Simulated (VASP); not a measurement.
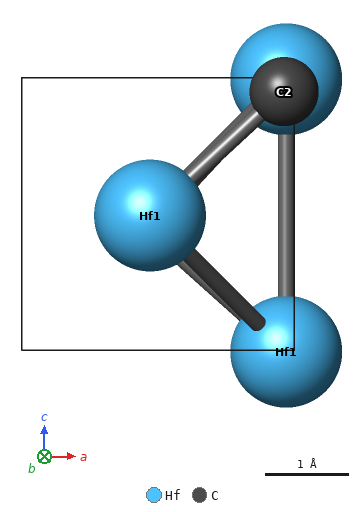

Crystalline HfC (set up in P1), before the relaxation. A ball-and-stick model of the conventional cell (2 times the calculation's cell), seen along the b axis. Lengths and directions refer to the drawn axes.

The run lets cell and atoms move, from a rattled start.

All numbers below come from Kohn-Sham DFT of a periodic cell, PBEsol, VASP PAW PBE potentials, minimal in VASP 6.6.1.

Input
```
SYSTEM = HfC
ALGO = Fast
EDIFF = 1E-6
EDIFFG = -0.005
ENCUT = 580
GGA = PS
IBRION = 2
ISIF = 3
ISMEAR = 0
LASPH = .TRUE.
LCHARG = .FALSE.
LREAL = .FALSE.
LWAVE = .FALSE.
NELM = 100
NSW = 40
PREC = Accurate
SIGMA = 0.05
```

Launched with:
```bash
cat potpaw_PBE.64/Hf/POTCAR potpaw_PBE.64/C/POTCAR > POTCAR
mpirun -np 1 vasp_std > vasp.out
```

The structure:
```
CELL_PARAMETERS angstrom
0.00000 2.32500 2.32500
2.32500 0.00000 2.32500
2.32500 2.32500 0.00000
ATOMIC_POSITIONS crystal
Hf 0.49660 0.53873 0.47983
C 0.04737 0.04103 0.96632
```

Where does the relaxation end?

Answer. The largest moves relative to the cell, 0.076 Å, are those of Hf1 and C2. C2 goes roughly along +c. Largest moves by element: C 0.076 Å, Hf 0.076 Å. The volume changes by −2.6 %, with a = c 3.288 → 3.259 Å (−0.9 %), b 4.650 → 4.609 Å (−0.9 %). Near-neighbour distances that change, for instance: Hf1–C2 2.450 → 2.304 Å, Hf1–C2 (another image) 2.415 → 2.304 Å, Hf1–C2 (another image) 2.203 → 2.305 Å, Hf1–C2 (another image) 2.242 → 2.305 Å. Bond angles that change, for instance: Hf1–C2–Hf1 172.6° → 180.0°, Hf1–C2–Hf1 173.8° → 180.0°, Hf1–C2–Hf1 95.4° → 90.0°. The space group (tolerance 0.01 Å) goes from P1 (No. 1) to Fm-3m (No. 225). After 10 geometry steps the energy has fallen by 50.6 meV per atom. The largest force component goes from 0.92 to 0.0023 eV/Å. Pressure: −4.56 GPa at the start and 0.03 GPa at the end.

History of the run:

```
step  E − E(0), meV/atom  largest force component, eV/Å  pressure, GPa  volume, Å³/atom
   0                0.00                         0.9218          -4.56           12.568
   1              -35.50                         0.2953           7.57           11.927
   2              -36.51                         0.3808           5.58           12.015
   3              -44.20                         0.2992          -3.25           12.400
   4              -49.90                         0.0284          -0.19           12.246
   5              -50.48                         0.0130           0.25           12.225
   6              -50.57                         0.0176           0.15           12.231
   7              -50.59                         0.0033          -0.23           12.247
   8              -50.60                         0.0072          -0.14           12.243
   9              -50.60                         0.0014           0.11           12.232
  10              -50.60                         0.0023           0.03           12.237
```

After the run, drawn alike:

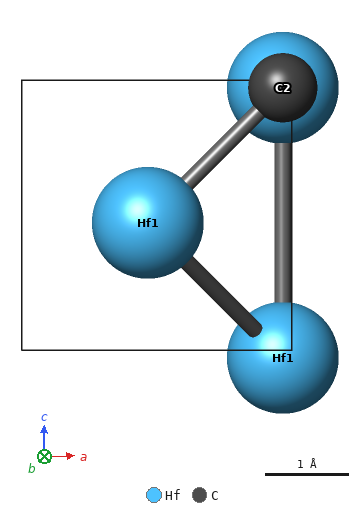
